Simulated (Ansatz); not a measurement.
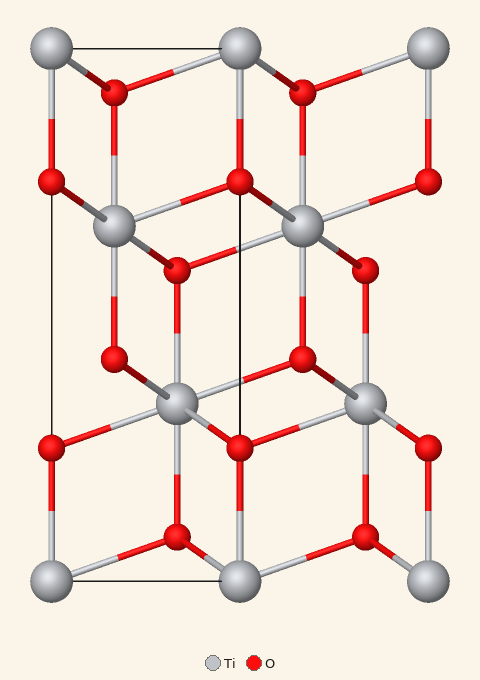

Projection along an edge of the hexagonal mesh, stacking direction [111] upwards. Every atom sits on one of the three columns of the mesh; call them A, B, C in the order in which they first turn up. The box is the hexagonal cell of the face-centred cubic lattice. The sequence starts with the first layer at or above the cell's origin.

TiO2. Coordinates: the geometry relaxed with DFT, PBE, plane waves, PAW (Ansatz 0.2.0); the starting structure was generated, so it need not be a known form of this composition.

List the layers of one repeat.

Answer. Ti(A) – O(B) – O(A) – Ti(B) – O(C) – O(B) – Ti(C) – O(A) – O(C) (nine layers in 8.37 Å).
